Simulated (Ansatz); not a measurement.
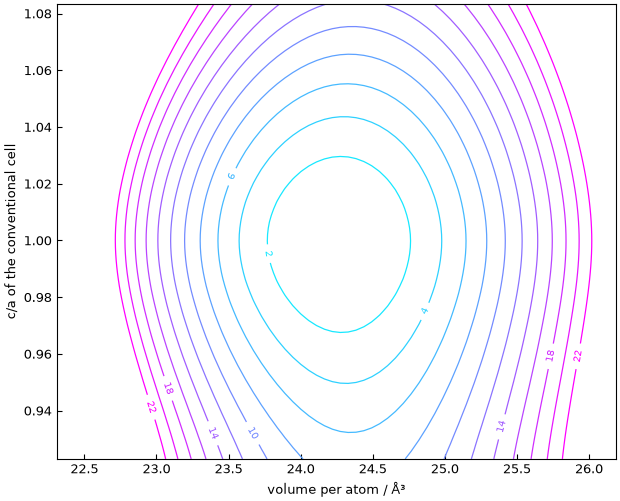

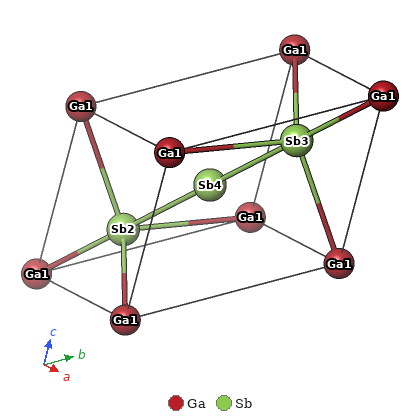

Energy landscape of GaSb3 (Fm-3m, No. 225; 4 atoms in the cell). 
- The energy is mapped over volume and the cell's shape.
- Coordinates scanned: (1) volume per atom; (2) c/a of the conventional cell.
- Nothing is relaxed (symmetry fixes all fractional coordinates).
- Grid: 7 × 7 points.
- Points are written as (first, second).
- Energies are in meV/atom, from the lowest grid point.
- Level of theory: DFT PBEsol, scalar-relativistic, plane waves, PAW (Ansatz). Settings: cutoff 420 eV, k-mesh 10×10×10, gaussian smearing 0.15 eV, no spin polarisation.

In the figure: contour lines labelled in meV/atom (none above 22). Between grid points the surface is interpolated. The second picture is the structure at the lowest point

> Describe this landscape.

The lowest grid point is at (24.25 Å³, 1.000). No other kind of well shows on this grid. The highest grid point, (22.31 Å³, 1.083), lies 52.8 meV/atom above the lowest. Round the minimum the two coordinates are nearly uncoupled.

Each point was launched as `ansatz run input.yaml --threads 2 --pin off --max-ram 4096MiB --backend cpu --events-out ev --progress --plain --runs-dir out`. The whole map (49 points run) took 15 min on 2 threads of Arm Neoverse N1, with other jobs on the host.

PAW datasets: the set soft_1.
